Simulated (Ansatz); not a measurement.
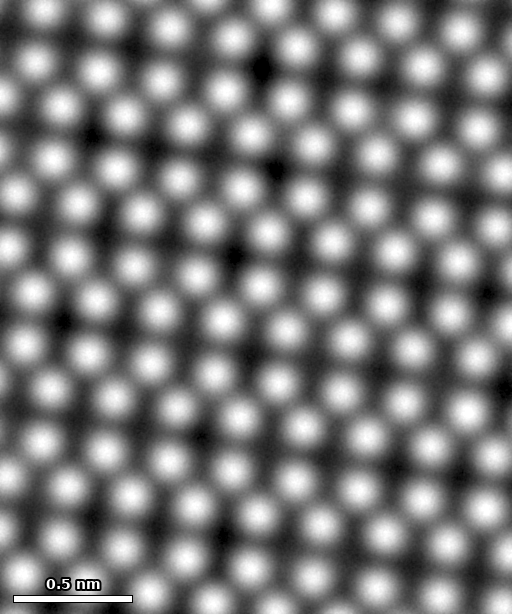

Z-contrast image of Ru (Cmcm, No. 63). Simulated incoherent Z contrast: every atom adds Z^1.7 spread by a probe of 1.30 Å full width; channelling and multiple scattering are left out. The display is stretched by a gamma of 0.65; percentages refer to the linear signal. Shot noise and the speckle of an amorphous layer were added. Structure: the geometry relaxed with DFT, m-r2SCAN, plane waves (500 eV) with PAW, scalar-relativistic (Ansatz); the starting structure was generated, so it need not be a known form of this composition.

Space group Cmcm (No. 63). a = 2.714 Å, b = 7.942 Å, c = 2.690 Å, α = 90.00°, β = 90.00°, γ = 90.00°
```json
{"atom": "Ru", "site": "4c", "symmetry": "m2m", "x": "0.0000", "y": "0.3553", "z": "0.7500"}
```

Q: Along which zone axis is the crystal seen: [011], [102], [001] or [111]? (Directions equivalent by symmetry count as one.)

A: [001]. The projected cells are 1.86 × 1.86 Å, 94° for [011]; 1.21 × 3.97 Å, 90° for [102]; 2.71 × 4.20 Å, 109° for [001]; 1.28 × 2.58 Å, 96° for [111], and the image repeats as the [001] one does.
